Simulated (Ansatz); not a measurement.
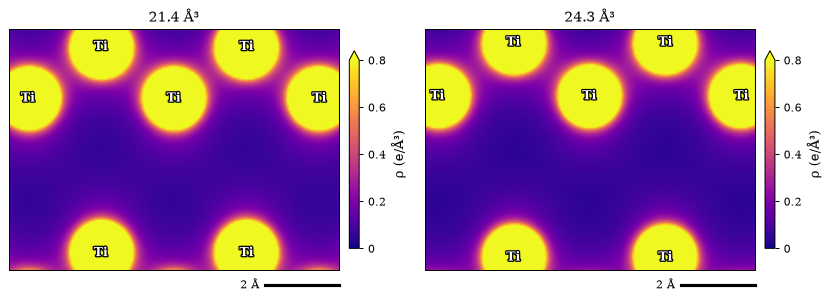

Ti. The valence pseudo-density of cells scaled evenly to different volumes (given per atom above each panel), on the (101̄) plane of each (indices in the axes of the cell below), at one length scale and on one colour scale.

A generated structure, not necessarily the stable one; computed without spin polarisation.

Computed with DFT, revPBE, plane waves (420 eV) with PAW, scalar-relativistic (Ansatz 0.2.0).

In a PAW calculation such maps are meaningful between the atoms, not at the nuclei.

The largest cell:

```cif
data_structure
_symmetry_space_group_name_H-M 'P 1'
_symmetry_Int_Tables_number 1
_cell_length_a 4.0938
_cell_length_b 4.0938
_cell_length_c 4.0938
_cell_angle_alpha 60.000
_cell_angle_beta 60.000
_cell_angle_gamma 60.000
_cell_volume 48.52
loop_
_atom_site_label
_atom_site_type_symbol
_atom_site_fract_x
_atom_site_fract_y
_atom_site_fract_z
_atom_site_occupancy
Ti1 Ti 0.12500 0.12500 0.12500 1
Ti2 Ti 0.87500 0.87500 0.87500 1
```

| volume (Å³/atom) | Ti–Ti contact in the plane (Å) | ρ at its midpoint (e/Å³) | pressure (GPa) | 
| --- | --- | --- | --- |
| 21.35 | 2.402 | 0.316 | 4.4 | 
| 22.32 | 2.438 | ? | ? | 
| 24.26 | 2.507 | 0.277 | 0.0 | 

Question: What values belong in the row with question marks?

Answer: Over the known rows ln ρ falls by 1.25 per Å of Ti–Ti distance (the line through the two), which gives 0.302 e/Å³ at 2.438 Å; the calculation gives 0.300 e/Å³. For the pressure, a straight line in volume between the neighbouring rows gives 2.9 GPa; the calculation gives 2.7.
